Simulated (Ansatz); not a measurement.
Single-point calculation of MnO$_{2}$ (part 2 of 2)

Continued. System: MnO$_{2}$ (6 atoms in the cell). Method: DFT PBEsol+U, scalar-relativistic, plane waves, PAW, Ueff = 4 eV on Mn atom 1 d; Ueff = 4 eV on Mn atom 2 d, spin-polarised (Ansatz 0.2.0); cutoff 420 eV, 4×4×7 k-mesh, Gaussian smearing of 0.05 eV, collinear spins. The structure derives from an entry of the Crystallography Open Database. It belongs to a series of runs on one base structure; here: antiferromagnetic start, free.

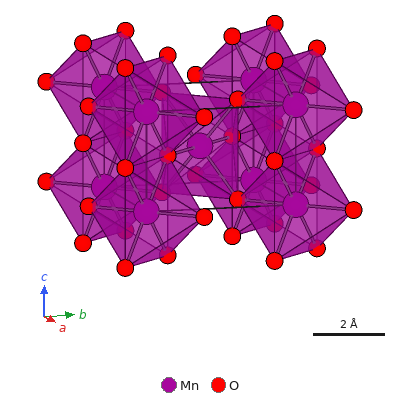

Figure 1. The structure as given in the input (polyhedral view of the cell of the calculation, seen slightly off an axis; polyhedra are completed across the faces of the cell).

**Output, continued**
```
  k-point 1 ↑: bands = ["-70.8554", "-68.3196", "-39.7835", "-39.6373", "-39.5434", "-37.2554", "-37.1573", "-37.1419", "-8.8524", "-7.0026", "-6.8497", "-6.7294", "2.9887", "4.1517", "4.2873", "4.9073", "5.4744", "6.5148", "7.1095", "7.2613", "7.3438", "7.4372", "8.4967", "8.7658", "9.1502", "9.8922", "10.1658", "11.4564", "11.6624", "12.3234", "12.3825", "13.6779", "14.1221", "15.0700", "19.1662", "22.4681"]
  k-point 2 ↑: bands = ["-70.8516", "-68.3155", "-39.8300", "-39.6301", "-39.5399", "-37.3085", "-37.1534", "-37.1330", "-8.3236", "-6.9563", "-6.8615", "-6.8225", "3.7180", "4.5455", "4.6238", "4.9343", "5.3298", "5.4312", "6.4466", "6.7557", "7.5926", "7.7487", "8.2395", "8.2766", "8.3031", "9.7520", "10.1565", "11.7785", "12.1385", "12.3171", "12.8923", "13.2586", "13.6616", "14.2492", "20.7011", "24.2055"]
  k-point 27 ↓: bands = ["-70.8486", "-68.3121", "-39.8670", "-39.6245", "-39.5373", "-37.3506", "-37.1505", "-37.1261", "-7.3352", "-7.1044", "-7.0483", "-7.0145", "3.7605", "3.9886", "4.1025", "4.5274", "5.6325", "5.8272", "6.4650", "6.6562", "6.6934", "7.8972", "8.4215", "8.5013", "9.2505", "9.7837", "9.9709", "11.6643", "12.1217", "12.2179", "13.2415", "13.5017", "13.6776", "13.9206", "22.4216", "22.4927"]
Occupation matrices written to [file]
--- Löwdin populations: 6 sites ---
  site symbol       q [e]    m [muB]
     0     Mn     13.6456     2.2178
     1     Mn     13.6456    -2.2178
     2      O      6.6268    -0.1075
     3      O      6.6268     0.1075
     4      O      6.6268    -0.1075
     5      O      6.6268     0.1075
  spilling = 0.003730 (of n_electrons = 54.000000)
--- Occupation matrices: 2 shells (run DFT+U table (all-electron-ortho-atomic); ε = 2.73e-3) ---
  Mn0 d_3D: site group D2h (mmm)
  Mn0 d_3D up     Tr n = 3.6609  λ = 0.353 0.360 0.979 0.981 0.988  [xy 0.73 Ag(1.00) | xz 0.50 B3g(1.00) | 2× x2-y2 0.50 B2g(0.50) | z2 0.73 Ag(1.00)]
  Mn0 d_3D dn     Tr n = 1.4251  λ = 0.109 0.223 0.280 0.397 0.416  [z2 0.75 Ag(1.00) | xz 0.50 B2g(1.00) | x2-y2 1.00 B1g(1.00) | xy 0.75 Ag(1.00) | xz 0.50 B3g(1.00)]
  specified occupation → Mn0 d_3D up: matrix, ‖Δ‖_F = 0.4765, Tr Δ = -0.7109, displaced = 0.3554, d_λ = 0.4765; orbital distance = 0.0019
  specified occupation → Mn0 d_3D dn: matrix, ‖Δ‖_F = 0.6448, Tr Δ = -1.3251, displaced = 0.6626, d_λ = 0.6448; orbital distance = 0.0000
  Mn1 d_3D: site group D2h (mmm)
  Mn1 d_3D up     Tr n = 1.4251  λ = 0.109 0.223 0.280 0.397 0.416  [z2 0.75 Ag(1.00) | xz 0.50 B2g(1.00) | x2-y2 1.00 B1g(1.00) | xy 0.75 Ag(1.00) | xz 0.50 B3g(1.00)]
  Mn1 d_3D dn     Tr n = 3.6609  λ = 0.353 0.360 0.979 0.981 0.988  [xy 0.73 Ag(1.00) | xz 0.50 B3g(1.00) | 2× x2-y2 0.50 B2g(0.50) | z2 0.73 Ag(1.00)]
  specified occupation → Mn1 d_3D up: matrix, ‖Δ‖_F = 0.6448, Tr Δ = -1.3251, displaced = 0.6626, d_λ = 0.6448; orbital distance = 0.0000
  specified occupation → Mn1 d_3D dn: matrix, ‖Δ‖_F = 0.4765, Tr Δ = -0.7109, displaced = 0.3554, d_λ = 0.4765; orbital distance = 0.0019
  Tr n, λ and their labels are of the run-group-symmetrised matrices; stabiliser: 16 of 32 elements of G0×{1,Θ} (closed), max defect 1.0e-5 at τ = 5.8e-4
```

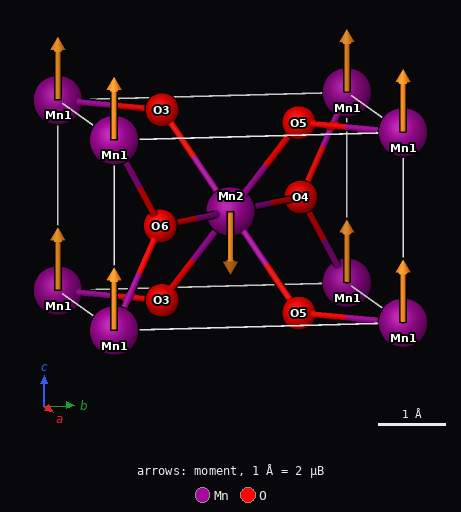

Figure 2. Magnetic moments of the sites as orange arrows (ball-and-stick view of the cell of the calculation, seen slightly off an axis; atoms are numbered from 1 in the order of the input); small moments hardly show. The run is collinear, so the axis drawn is arbitrary. Site moments: Mn1 (1.99 μB); Mn2 (−1.99 μB); O3, O5 (−0.08 μB); O4, O6 (0.08 μB). They are counted near the atoms and needn't add up to the moment of the cell.

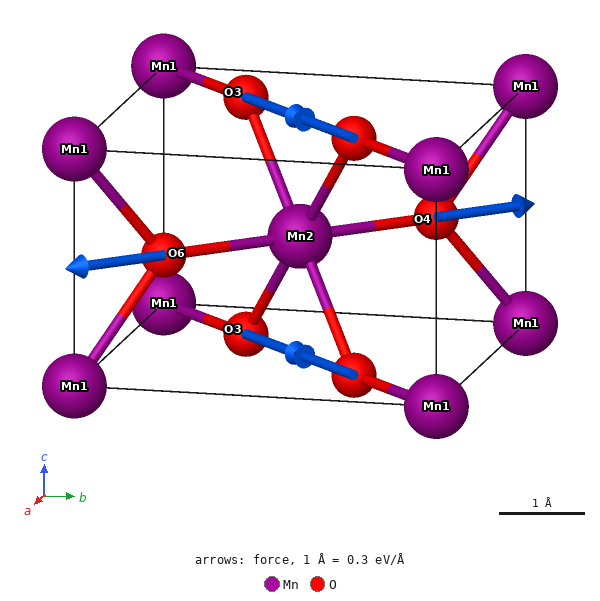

Figure 3. Forces on the atoms as blue arrows (ball-and-stick view of the cell of the calculation, seen slightly off an axis; atoms are numbered from 1 in the order of the input). The largest act on all 4 O atoms (0.41 eV/Å). The geometry is not a stationary point of this energy.

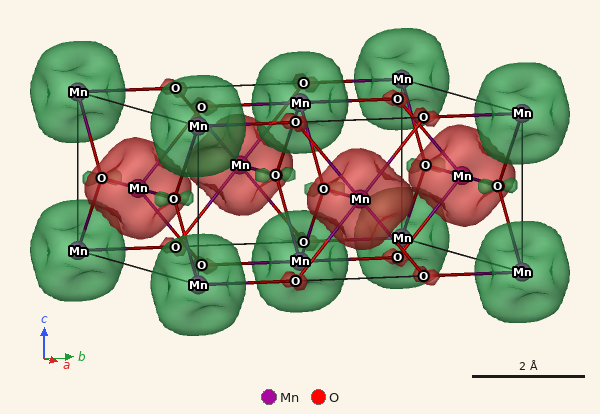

Figure 4. Isosurfaces of the spin density (up minus down) at +0.15 (green) and −0.15 e/Å³ (red), seen slightly off an axis. Sticks mark near contacts. The outline is the cell set on symmetry axes of the magnetic structure. The cell of the calculation (6 atoms) carries 0.0 μB net. The fields are those of the smooth PAW valence density.

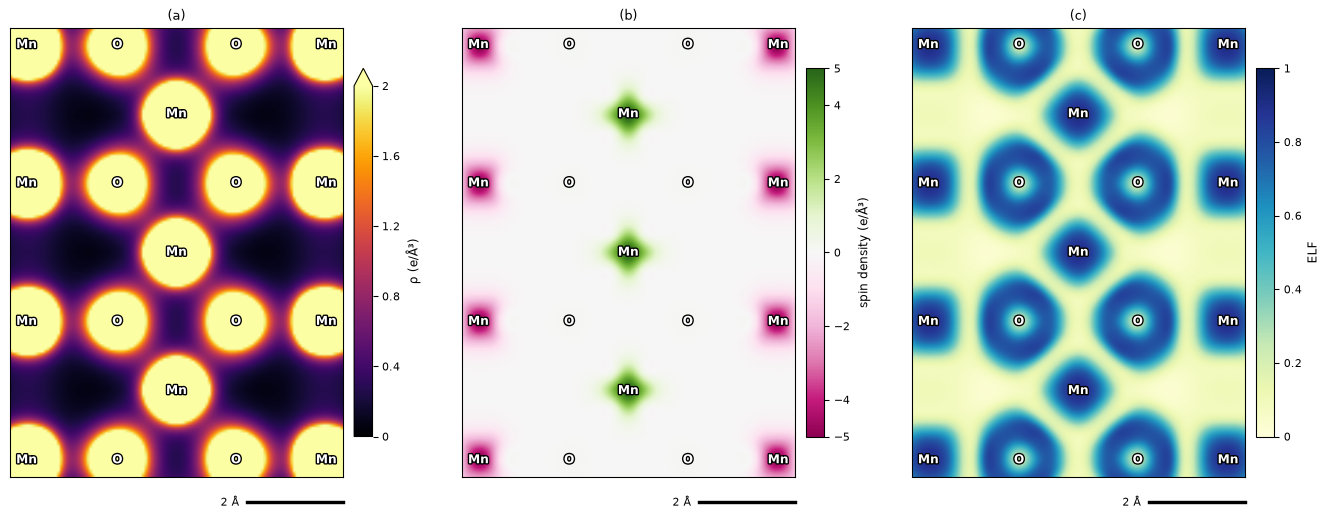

Figure 5. (a) valence charge density (pseudo); (b) spin density; (c) electron localisation function on the (010) plane of the conventional cell of the magnetic structure. Atoms in the plane: Mn and O. Mn–O (1.88 Å): ρ at the midpoint is about 0.81 e/Å³; the ELF is about 0.25 at the midpoint. Away from the nuclei the density in this plane falls to 0.08 e/Å³ at its lowest. The strong features right at Mn lie inside the PAW spheres (semicore, d or f shells) and say nothing about bonding. The cell of the calculation (6 atoms) carries 0.0 μB net.

The run was set up as follows.

**Input**
```yaml
crystal:
  lattice:
    - [4.39599877, 0.0, 0.0]
    - [0.0, 4.39599877, 0.0]
    - [0.0, 0.0, 2.87099919]
  atoms:
    - { symbol: Mn, position: [0.0, 0.0, 0.0], spin: 3.0 }
    - { symbol: Mn, position: [0.5, 0.5, 0.5], spin: -3.0 }
    - { symbol: O, position: [0.302, 0.302, 0.0] }
    - { symbol: O, position: [0.198, 0.802, 0.5] }
    - { symbol: O, position: [0.698, 0.698, 0.0] }
    - { symbol: O, position: [0.802, 0.198, 0.5] }
basis:
  ecutwfc: 420
  ecutrho_ratio: 4
kpoints:
  mp_grid: { grid: [4, 4, 7] }
hamiltonian:
  xc: pbesol
  hubbard:
    sites:
      - { site: 0, l: d, u_eff: 4.0, starting_ns: [{ spin: up, occupation_matrix: s0up }, { spin: down, occupation_matrix: s0down }] }
      - { site: 1, l: d, u_eff: 4.0, starting_ns: [{ spin: up, occupation_matrix: s1up }, { spin: down, occupation_matrix: s1down }] }
    double_counting: amf
    occupation_matrices:
      s0up:
        matrix:
          - [0.71493, 0.0, 0.0, 0.0, 0.42102]
          - [0.0, 0.495, 0.475, 0.0, 0.0]
          - [0.0, 0.475, 0.495, 0.0, 0.0]
          - [0.0, 0.0, 0.0, 0.97, 0.0]
          - [0.42102, 0.0, 0.0, 0.0, 0.27507]
      s0down:
        matrix:
          - [0.02, 0.0, 0.0, 0.0, 0.0]
          - [0.0, 0.02, 0.0, 0.0, 0.0]
          - [0.0, 0.0, 0.02, 0.0, 0.0]
          - [0.0, 0.0, 0.0, 0.02, 0.0]
          - [0.0, 0.0, 0.0, 0.0, 0.02]
      s1up:
        matrix:
          - [0.02, 0.0, 0.0, 0.0, 0.0]
          - [0.0, 0.02, 0.0, 0.0, 0.0]
          - [0.0, 0.0, 0.02, 0.0, 0.0]
          - [0.0, 0.0, 0.0, 0.02, 0.0]
          - [0.0, 0.0, 0.0, 0.0, 0.02]
      s1down:
        matrix:
          - [0.71493, 0.0, 0.0, 0.0, -0.42102]
          - [0.0, 0.495, -0.475, 0.0, 0.0]
          - [0.0, -0.475, 0.495, 0.0, 0.0]
          - [0.0, 0.0, 0.0, 0.97, 0.0]
          - [-0.42102, 0.0, 0.0, 0.0, 0.27507]
    ns_hold: { iters: 8 }
scf:
  occupations: { method: gaussian, width: 0.05 }
  lower_state_search: "off"
  max_iter: 150
output:
  forces: true
  stress: true
  eigenvalues: true
  populations: true
  hubbard: { sites: [{ site: 0, l: d }, { site: 1, l: d }] }
  write_density: true
  write_potential: true
  elf: true
  volumetric_format: npy
magnetization:
  spin_polarized: true
```

Launched with:
```bash
ansatz run input.yaml --threads 4 --pin off --max-ram 6144MiB --backend cpu --events-out ev --progress --plain --runs-dir out
```

**Results in brief**

- outcome: converged
- space group (tolerance 0.01 Å): P4₂/mnm (136)
- electrons treated: 54
- free energy: −9982.8855 eV
- Fermi energy: 10.851 eV
- gap on the k-point mesh: 0.37 eV
- net moment of the cell: 0.00 μB
- integrated absolute moment: 4.98 μB
- pressure: −6.00 GPa
- largest force (length of the vector): 0.410 eV/Å
- hardware: 4 threads of Intel Xeon (Sapphire Rapids), 64 GiB of memory available, shared host
- wall time: 3.2 s (CPU time 11 s)
- peak memory: 0.51 GiB

The cell is under a tension of 6.0 GPa at this level, so it is not at its equilibrium volume.
